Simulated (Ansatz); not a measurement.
Geometry relaxation of AlNi (part 1 of 2)

AlNi (Pm-3m, 2 atoms in the cell), computed with DFT PBE+D3(BJ), scalar-relativistic, plane waves, PAW, no spin polarisation (Ansatz 0.2.0).

The structure derives from an entry of the Crystallography Open Database.

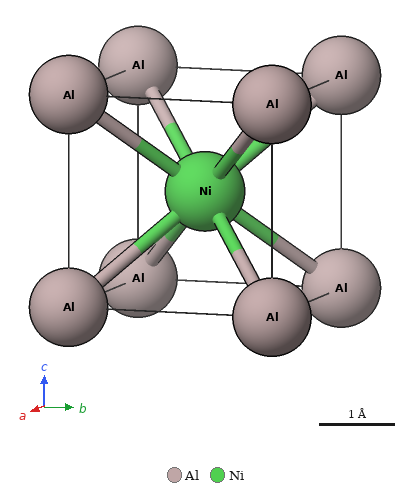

**Figure 1.** The starting structure (ball-and-stick view of the cell of the calculation, seen slightly off an axis). Near neighbours in the crystal (not all of them lie inside the picture): Al has 8 Ni at 2.50 Å; Ni has 8 Al at 2.50 Å.

### Input file
```yaml
crystal:
  lattice:
    - [2.881, 0.0, 0.0]
    - [0.0, 2.881, 0.0]
    - [0.0, 0.0, 2.881]
  atoms:
    - { symbol: Al, position: [0.0, 0.0, 0.0] }
    - { symbol: Ni, position: [0.5, 0.5, 0.5] }
basis:
  ecutwfc: 420
kpoints:
  mp_grid: { grid: [14, 14, 14] }
hamiltonian:
  xc: pbe
  dispersion: d3bj
scf:
  occupations: { method: gaussian, width: 0.1 }
output:
  forces: true
  stress: true
  eigenvalues: true
  write_density: true
  write_potential: true
  elf: true
  volumetric_format: npy
relax:
  adjacent_minimum: "off"
  f_tol: 0.005
  max_steps: 80
  cell: { stress_tol: 0.05 }
```

Launched with:
```bash
ansatz run input.yaml --threads 4 --pin off --max-ram 10240MiB --backend cpu --events-out ev --progress --plain --runs-dir out
```

### The program's output
```
Engine: ansatz 0.2.0, aarch64-unknown-linux-gnu
Pseudopotentials: kind: paw
Pseudopotential: Al, paw, valence charge 3, recommended cutoff 420 eV (normal), Al.paw.azcp
Pseudopotential: Ni, paw, valence charge 18, recommended cutoff 420 eV (normal), Ni.paw.azcp
Functional definition: PBE
  parameter kappa = 0.804
  parameter beta = 0.06672455060314922
  exchange = pbe_x(kappa = kappa, mu = beta*pi^2/3)
  correlation = pbe_c(beta = beta)
Crystal: 2 atoms, lattice volume = 23.913 Å³
Basis set: ecut = 420 eV, 461 PW (Γ), exchange–correlation on 40×40×40 points (8 copies of the dense FFT grid, shifted against one another)
Bands: 15, of which v1, the nominal top of the filled ones, is band 11 counted from 1 (10 counted from 0)
Symmetry: 48 space group operations
Space group: Pm-3m (ITA 221), of the structure as read, at distance tolerance 2.9e-5 Å
k-points: 120 of 2744
Non-local potential: Al, projectors of the file, l = 0: 2, l = 1: 2, l = 2: 1
Non-local potential: Ni, projectors of the file, l = 0: 3, l = 1: 2, l = 2: 3, l = 3: 1
PAW form: soft (Blöchl's): semilocal exchange-correlation on the pseudo side does not see the compensation charge
PAW one-centre angular grid: Al, 110 points (default); XC on 64 Gauss nodes
PAW one-centre angular grid: Ni, 590 points (default); XC on 64 Gauss nodes
Initial density: superposition of atomic densities (neutral atoms: chi_scale 0, normalization atom), corrected by the library's trained network
Initial wavefunctions: pseudopotential atomic-orbital guess
Functional: x = pbe(κ = 0.804, μ = 0.2195149727645171), c = pbe(β = 0.06672455060314922)
SCF iter   1: F=—  HF=-6379.415786 eV  |F-HF|=—  |Δ(HF+E_count)|=         —  Δρ=2.06e-3  dr2=5.81e-4  ethr=1.77e-3  ⟨swp⟩=4.8  Hψ=8212  notcnv=0
preconditioner: auto → none  [metal: Δε(μ)=0.033 eV  Ē_g=9.647 eV  σ=0.100 eV  W_gap=0.18  n_scr=6 (ndim 8)  ℏωp=27.4 eV  f_vac=0.000  D(μ)=1.04/eV (n_scr^D=6)  sad-step TF]
SCF iter   2: F=—  HF=-6379.415823 eV  |F-HF|=—  |Δ(HF+E_count)|=   3.75e-5  Δρ=1.15e-3  dr2=2.19e-4  ethr=2.77e-6  ⟨swp⟩=2.2  Hψ=3752  notcnv=0
SCF iter   3: F=—  HF=-6379.415829 eV  |F-HF|=—  |Δ(HF+E_count)|=   6.44e-6  Δρ=8.71e-5  dr2=1.43e-6  ethr=1.04e-6  ⟨swp⟩=1.1  Hψ=1767  notcnv=0
SCF iter   4: F=—  HF=-6379.415900 eV  |F-HF|=—  |Δ(HF+E_count)|=   7.03e-5  Δρ=3.57e-5  dr2=1.47e-7  ethr=6.81e-9  ⟨swp⟩=2.0  Hψ=2567  notcnv=0  defer=1
iter 5 did not close the SCF: its close was put off for the readings that it lacked (scf_convergence_deferred on its scf_iter line)
SCF iter   5: F=-6379.415900 eV  HF=-6379.415900 eV  |F-HF|=7.27e-10  |Δ(HF+E_count)|=   1.13e-9  Δρ=6.30e-6  dr2=2.40e-9  ethr=7.02e-10  ⟨swp⟩=2.4  Hψ=2738  notcnv=0  defer=1
SCF iter   6: F=-6379.415900 eV  HF=-6379.415900 eV  |F-HF|=7.28e-11  |Δ(HF+E_count)|=  7.49e-10  Δρ=1.65e-6  dr2=1.09e-10  ethr=1.14e-11  ⟨swp⟩=5.9  Hψ=9472  notcnv=0
SCF 1 converged in 6 iterations: F = -6379.415900 eV  dr2 = 1.09e-10
  greatest PAW one-centre occupation: 1.001 electrons in one spin orbital (limit 2), on the Ni atom at site 1 (counted from 0), in its partial waves of l = 1
relax step   1: F+E_penalty+E_count = -6379.41589976 eV  Δ(F+E_penalty+E_count) = +0.000e0 eV  max|allowed force component| = 8.809e-30 eV/Å  Δτ_max = 0.0000 Å  P = -4.040 GPa  Ω = 23.913 Å³  (6 SCF iters, dr2 threshold 1.00e-7 eV, accepted)
Crystal: 2 atoms, lattice volume = 23.559 Å³
Initial density: handed on by an earlier stage of this run
Initial wavefunctions: those handed on with the density
iter 1 solved again at ethr=2.50e-6 eV; its pass at ethr=3.10e-3 eV (dr2=5.26e-4 eV) is discarded
SCF iter   1: F=—  HF=-6379.422392 eV  |F-HF|=—  |Δ(HF+E_count)|=         —  Δρ=1.76e-3  dr2=4.60e-4  ethr=2.50e-6  ⟨swp⟩=1.2  Hψ=10660  notcnv=0
preconditioner: auto → none  [metal: Δε(μ)=0.009 eV  Ē_g=9.763 eV  σ=0.100 eV  W_gap=0.05  n_scr=6 (ndim 8)  ℏωp=27.6 eV  f_vac=0.000  D(μ)=1.03/eV (n_scr^D=6)]
SCF iter   2: F=—  HF=-6379.422290 eV  |F-HF|=—  |Δ(HF+E_count)|=   1.02e-4  Δρ=2.98e-4  dr2=1.57e-5  ethr=2.19e-6  ⟨swp⟩=1.2  Hψ=1903  notcnv=0
SCF iter   3: F=—  HF=-6379.422361 eV  |F-HF|=—  |Δ(HF+E_count)|=   7.15e-5  Δρ=7.29e-5  dr2=9.13e-7  ethr=7.48e-8  ⟨swp⟩=2.0  Hψ=2453  notcnv=0
iter 4 did not close the SCF: its close was put off for the readings that it lacked (scf_convergence_deferred on its scf_iter line)
SCF iter   4: F=-6379.422360 eV  HF=-6379.422360 eV  |F-HF|=2.65e-8  |Δ(HF+E_count)|=   9.96e-7  Δρ=1.69e-5  dr2=3.92e-8  ethr=4.35e-9  ⟨swp⟩=2.5  Hψ=2813  notcnv=0
iter 5 did not close the SCF: its close was put off for the readings that it lacked (scf_convergence_deferred on its scf_iter line)
SCF iter   5: F=-6379.422360 eV  HF=-6379.422360 eV  |F-HF|=2.27e-11  |Δ(HF+E_count)|=   4.73e-9  Δρ=3.28e-7  dr2=9.91e-12  ethr=1.87e-10  ⟨swp⟩=1.5  Hψ=2258  notcnv=0
SCF iter   6: F=-6379.422360 eV  HF=-6379.422360 eV  |F-HF|=9.09e-13  |Δ(HF+E_count)|=  8.19e-12  Δρ=3.34e-8  dr2=3.23e-13  ethr=1.00e-12  ⟨swp⟩=3.9  Hψ=8123  notcnv=0
SCF 2 converged in 6 iterations: F = -6379.422360 eV  dr2 = 3.23e-13
relax step   2: F+E_penalty+E_count = -6379.42236012 eV  Δ(F+E_penalty+E_count) = -6.460e-3 eV  max|allowed force component| = 6.797e-29 eV/Å  Δτ_max = 0.0000 Å  P = -1.653 GPa  Ω = 23.559 Å³  energy of the carried Pulay correction = +1.408e-4 eV  (6 SCF iters, dr2 threshold 2.00e-7 eV, accepted)
Crystal: 2 atoms, lattice volume = 23.320 Å³
iter 1 solved again at ethr=1.03e-6 eV; its pass at ethr=3.10e-3 eV (dr2=2.16e-4 eV) is discarded
SCF iter   1: F=—  HF=-6379.423601 eV  |F-HF|=—  |Δ(HF+E_count)|=         —  Δρ=1.23e-3  dr2=2.24e-4  ethr=1.03e-6  ⟨swp⟩=2.0  Hψ=10616  notcnv=0
preconditioner: auto → none  [metal: Δε(μ)=0.010 eV  Ē_g=9.848 eV  σ=0.100 eV  W_gap=0.05  n_scr=6 (ndim 8)  ℏωp=27.7 eV  f_vac=0.000  D(μ)=1.02/eV (n_scr^D=6)]
SCF iter   2: F=—  HF=-6379.423554 eV  |F-HF|=—  |Δ(HF+E_count)|=   4.74e-5  Δρ=2.14e-4  dr2=8.03e-6  ethr=1.03e-6  ⟨swp⟩=1.2  Hψ=1894  notcnv=0
SCF iter   3: F=—  HF=-6379.423645 eV  |F-HF|=—  |Δ(HF+E_count)|=   9.07e-5  Δρ=4.54e-5  dr2=3.57e-7  ethr=3.82e-8  ⟨swp⟩=2.0  Hψ=2454  notcnv=0
iter 4 did not close the SCF: its close was put off for the readings that it lacked (scf_convergence_deferred on its scf_iter line)
SCF iter   4: F=-6379.423644 eV  HF=-6379.423644 eV  |F-HF|=6.71e-9  |Δ(HF+E_count)|=   4.44e-7  Δρ=9.46e-6  dr2=1.23e-8  ethr=1.70e-9  ⟨swp⟩=2.4  Hψ=2481  notcnv=0
iter 5 did not close the SCF: its close was put off for the readings that it lacked (scf_convergence_deferred on its scf_iter line)
SCF iter   5: F=-6379.423644 eV  HF=-6379.423644 eV  |F-HF|=3.64e-12  |Δ(HF+E_count)|=   1.26e-9  Δρ=3.76e-7  dr2=1.68e-11  ethr=5.85e-11  ⟨swp⟩=1.2  Hψ=1927  notcnv=0
SCF iter   6: F=-6379.423644 eV  HF=-6379.423644 eV  |F-HF|=1.82e-12  |Δ(HF+E_count)|=  8.19e-12  Δρ=3.45e-8  dr2=3.34e-13  ethr=1.00e-12  ⟨swp⟩=4.3  Hψ=7874  notcnv=0
SCF 3 converged in 6 iterations: F = -6379.423644 eV  dr2 = 3.34e-13
relax step   3: F+E_penalty+E_count = -6379.42364414 eV  Δ(F+E_penalty+E_count) = -1.284e-3 eV  max|allowed force component| = 2.090e-29 eV/Å  Δτ_max = 0.0000 Å  P = +0.074 GPa  Ω = 23.320 Å³  energy of the carried Pulay correction = +2.370e-4 eV  (6 SCF iters, dr2 threshold 2.00e-7 eV, accepted)
Crystal: 2 atoms, lattice volume = 23.330 Å³
iter 1 solved again at ethr=1.57e-9 eV; its pass at ethr=3.10e-3 eV (dr2=3.30e-7 eV) is discarded
SCF iter   1: F=—  HF=-6379.423556 eV  |F-HF|=—  |Δ(HF+E_count)|=         —  Δρ=4.96e-5  dr2=3.60e-7  ethr=1.57e-9  ⟨swp⟩=2.0  Hψ=10253  notcnv=0
preconditioner: auto → none  [metal: Δε(μ)=0.009 eV  Ē_g=9.847 eV  σ=0.100 eV  W_gap=0.05  n_scr=6 (ndim 8)  ℏωp=27.7 eV  f_vac=0.000  D(μ)=1.02/eV (n_scr^D=6)]
SCF iter   2: F=—  HF=-6379.423642 eV  |F-HF|=—  |Δ(HF+E_count)|=   8.59e-5  Δρ=1.10e-5  dr2=2.15e-8  ethr=1.57e-9  ⟨swp⟩=2.0  Hψ=2398  notcnv=0
iter 3 did not close the SCF: its close was put off for the readings that it lacked (scf_convergence_deferred on its scf_iter line)
SCF iter   3: F=-6379.423642 eV  HF=-6379.423642 eV  |F-HF|=7.87e-10  |Δ(HF+E_count)|=   1.47e-8  Δρ=1.86e-6  dr2=5.62e-10  ethr=1.02e-10  ⟨swp⟩=1.8  Hψ=2328  notcnv=0
iter 4 did not close the SCF: its close was put off for the readings that it lacked (scf_convergence_deferred on its scf_iter line)
SCF iter   4: F=-6379.423642 eV  HF=-6379.423642 eV  |F-HF|=3.27e-11  |Δ(HF+E_count)|=  5.93e-10  Δρ=5.53e-7  dr2=5.15e-11  ethr=2.68e-12  ⟨swp⟩=2.4  Hψ=2631  notcnv=0
iter 5 did not close the SCF: its close was put off for the readings that it lacked (scf_convergence_deferred on its scf_iter line)
SCF iter   5: F=-6379.423642 eV  HF=-6379.423642 eV  |F-HF|=4.55e-12  |Δ(HF+E_count)|=  8.19e-12  Δρ=8.84e-8  dr2=1.52e-12  ethr=1.00e-12  ⟨swp⟩=1.0  Hψ=1800  notcnv=0
SCF iter   6: F=-6379.423642 eV  HF=-6379.423642 eV  |F-HF|=9.09e-13  |Δ(HF+E_count)|=  9.09e-13  Δρ=3.83e-8  dr2=3.08e-13  ethr=1.00e-12  ⟨swp⟩=3.1  Hψ=6449  notcnv=0
SCF 4 converged in 6 iterations: F = -6379.423642 eV  dr2 = 3.08e-13
relax step   4: F+E_penalty+E_count = -6379.42364234 eV  Δ(F+E_penalty+E_count) = +1.801e-6 eV  max|allowed force component| = 5.538e-30 eV/Å  Δτ_max = 0.0000 Å  P = -0.001 GPa  Ω = 23.330 Å³  energy of the carried Pulay correction = +2.329e-4 eV  (6 SCF iters, accepted)
Initial wavefunctions: pseudopotential atomic-orbital guess (no wavefunctions were taken with the density)
iter 1 solved again at ethr=4.81e-9 eV; its pass at ethr=3.10e-3 eV (dr2=1.01e-6 eV) is discarded
SCF iter   1: F=—  HF=-6379.423331 eV  |F-HF|=—  |Δ(HF+E_count)|=         —  Δρ=3.02e-5  dr2=2.92e-8  ethr=4.81e-9  ⟨swp⟩=3.1  Hψ=13818  notcnv=0
SCF iter   2: F=—  HF=-6379.423417 eV  |F-HF|=—  |Δ(HF+E_count)|=   8.59e-5  Δρ=1.81e-5  dr2=2.42e-8  ethr=1.39e-10  ⟨swp⟩=2.0  Hψ=3065  notcnv=0
SCF iter   3: F=—  HF=-6379.423417 eV  |F-HF|=—  |Δ(HF+E_count)|=   1.58e-8  Δρ=4.09e-6  dr2=1.23e-9  ethr=1.15e-10  ⟨swp⟩=2.4  Hψ=2382  notcnv=0
SCF iter   4: F=—  HF=-6379.423417 eV  |F-HF|=—  |Δ(HF+E_count)|=  3.87e-10  Δρ=9.78e-7  dr2=4.84e-11  ethr=5.86e-12  ⟨swp⟩=2.8  Hψ=2924  notcnv=0
iter 5 did not close the SCF: its close was put off for the readings that it lacked (scf_convergence_deferred on its scf_iter line)
SCF iter   5: F=-6379.423417 eV  HF=-6379.423417 eV  |F-HF|=9.09e-13  |Δ(HF+E_count)|=  1.03e-10  Δρ=1.72e-7  dr2=3.05e-12  ethr=1.00e-12  ⟨swp⟩=1.0  Hψ=1800  notcnv=0
SCF iter   6: F=-6379.423417 eV  HF=-6379.423417 eV  |F-HF|=1.82e-12  |Δ(HF+E_count)|=  1.82e-12  Δρ=3.34e-8  dr2=2.46e-13  ethr=1.00e-12  ⟨swp⟩=3.1  Hψ=6579  notcnv=0
SCF 5 converged in 6 iterations: F = -6379.423417 eV  dr2 = 2.46e-13
relax step   5: F+E_penalty+E_count = -6379.42341742 eV  Δ(F+E_penalty+E_count) = +2.249e-4 eV  max|allowed force component| = 5.538e-30 eV/Å  Δτ_max = 0.0000 Å  P = -0.006 GPa  Ω = 23.330 Å³  stress off target by 5.91e-3 GPa  SCF on the basis re-selected at this cell (its energy is not comparable with the rows above)  (6 SCF iters)
```

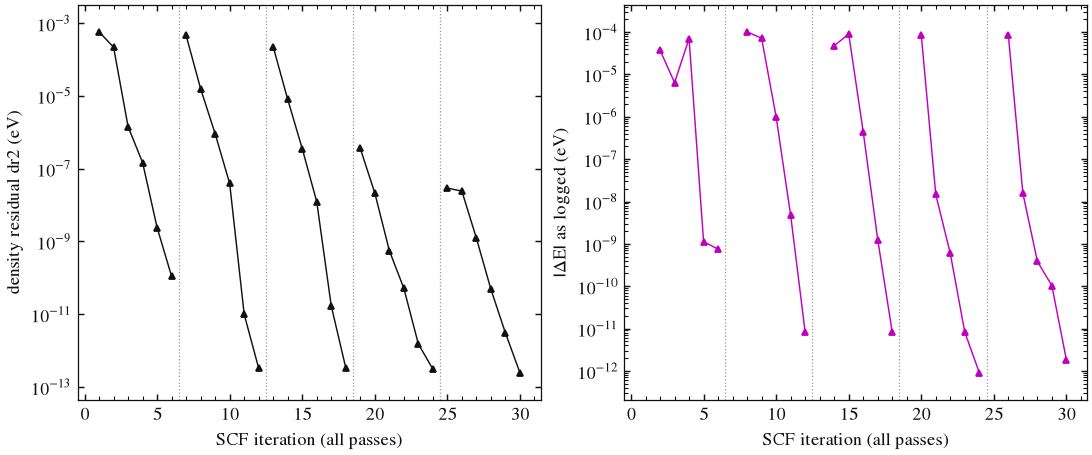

**Figure 2.** Convergence of the self-consistent field: density residual dr2 and size of the energy change against the SCF iteration. The dotted lines part the SCF passes of the relaxation: geometry steps, rejected trials and re-solves on a re-selected basis. The 5 passes take 6 iterations each, 30 in all.

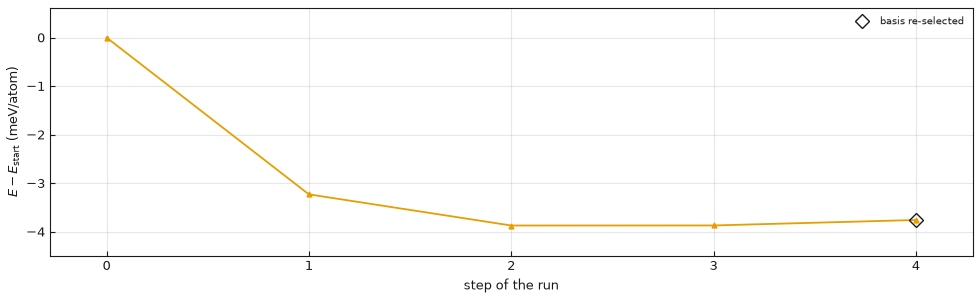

**Figure 3.** Progress of the relaxation, step by step (the first geometry is step 0 here and step 1 in the log).
